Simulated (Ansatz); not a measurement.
PtSe

```yaml
crystal:
  lattice:
    - [5.28036, 0.00000, 0.00000]
    - [0.00000, 5.28036, 0.00000]
    - [0.00000, 0.00000, 5.28036]
  atoms:
    - { symbol: Pt, position: [0.50000, 0.00000, 0.00000] }
    - { symbol: Pt, position: [0.00000, 0.50000, 0.00000] }
    - { symbol: Pt, position: [0.00000, 0.00000, 0.50000] }
    - { symbol: Pt, position: [0.50000, 0.50000, 0.50000] }
    - { symbol: Se, position: [0.00000, 0.00000, 0.00000] }
    - { symbol: Se, position: [0.50000, 0.50000, 0.00000] }
    - { symbol: Se, position: [0.50000, 0.00000, 0.50000] }
    - { symbol: Se, position: [0.00000, 0.50000, 0.50000] }
```

Space group Fm-3m; started from the rocksalt prototype, which need not be the ambient phase; changed on purpose from its base cell (volume × 1.040); computed pressure about −5 GPa in this cell; the program warned that a starting moment wasn't kept; spin-polarised, but the moments vanished.

Level of theory: DFT PBEsol, scalar-relativistic, plane waves, PAW in Ansatz.

Q: Predict the valence pseudo-density and electron localisation function between the atoms.

A: Pt–Se (2.64 Å): ρ at the midpoint is about 0.44 e/Å³; the ELF is about 0.40 at the midpoint and 0.25 at its lowest between the atoms.

Q: Metal or insulator at this level of theory?

A: It is metallic or semimetallic at this level of theory: no gap opens; semilocal functionals without U, or without the true magnetic order, often close the gap of such compounds.

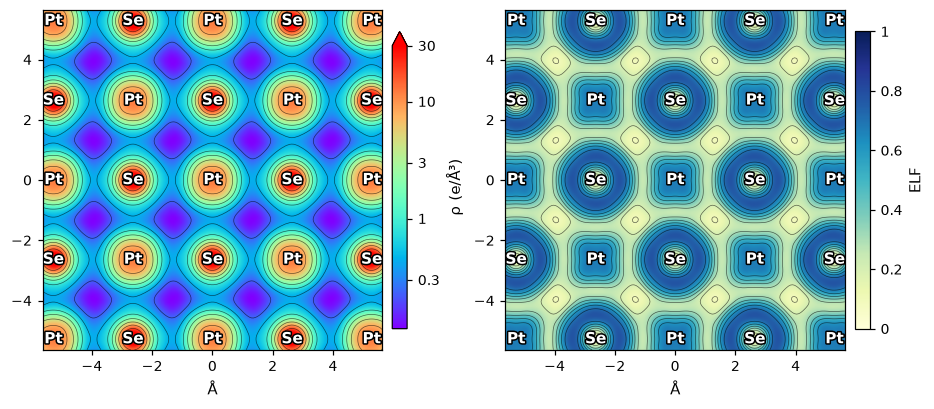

Computed valence pseudo-density and electron localisation function on the (001) plane of the conventional cell, in this order. 

In a PAW calculation such maps are meaningful between the atoms, not at the nuclei.
